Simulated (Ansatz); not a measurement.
Input of the run:

```
crystal:
  lattice:
    - [0.0, 2.9887688204, 2.9887688204]
    - [2.9887688204, 0.0, 2.9887688204]
    - [2.9887688204, 2.9887688204, 0.0]
  atoms:
    - { symbol: Sn, position: [0.0, 0.0, 0.0] }
    - { symbol: Se, position: [0.5, 0.5, 0.5] }
basis:
  ecutwfc: 420
kpoints:
  mp_grid: { grid: [10, 10, 10] }
  band_path:
    path:
      - [[0.0, 0.0, 0.0], [0.5, 0.0, 0.5], [0.625, 0.25, 0.625]]
      - [[0.375, 0.375, 0.75], [0.0, 0.0, 0.0], [0.5, 0.5, 0.5], [0.5, 0.25, 0.75], [0.5, 0.0, 0.5]]
    npoints: 14
hamiltonian:
  xc: pbe
  dispersion: d3bj
scf:
  occupations: { method: gaussian, width: 0.02 }
  n_extra_bands: 6
output:
  forces: true
  stress: true
  eigenvalues: true
  populations: true
  dos: { projected: true, de: 0.02, nscf_kmesh: { grid: [15, 15, 15] } }
  bader: true
  write_density: true
  write_potential: true
  elf: true
  volumetric_format: npy
```

Run as:
```bash
ansatz run input.yaml --threads 1 --pin off --max-ram 2560MiB --backend cpu --events-out ev --progress --plain --runs-dir out
```

Predict the main features of the band structure and density of states. The path is Γ–X–U|K–Γ–L–W–X.

A semiconductor. The gap along this path is 0.17 eV and direct: both edges lie between L and W. The direct gaps are 0.68 eV at L, 2.31 eV at W and 6.69 eV at X. By projected weight, the top eV of the valence band is Se 4p (55 %), Sn 5s (25 %) and Sn 5p (20 %); the bottom eV of the conduction band is Sn 5p (70 %) and Se 4p (10 %). The tallest peak in the window is at 3.8 eV; by projected weight it is Sn 5p (70 %) and Se 4p (30 %).

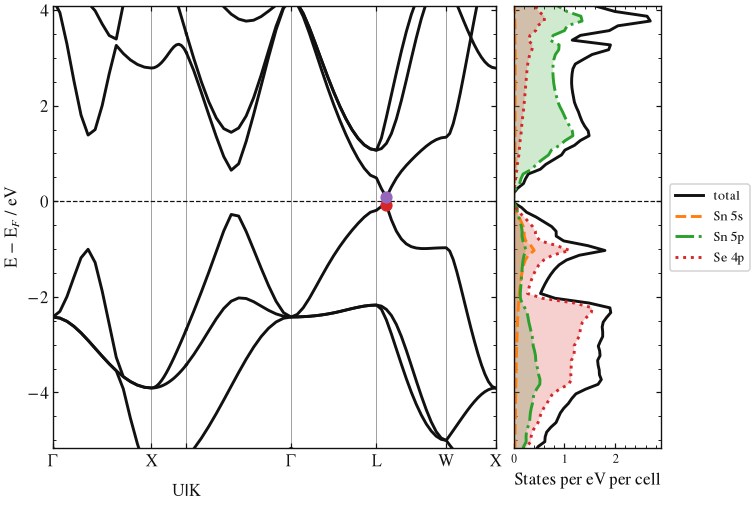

Band structure and density of states. Energies are counted from the Fermi level, put mid-gap where there is a gap. The partial curves are projected on Löwdin-orthogonalised atomic shells.
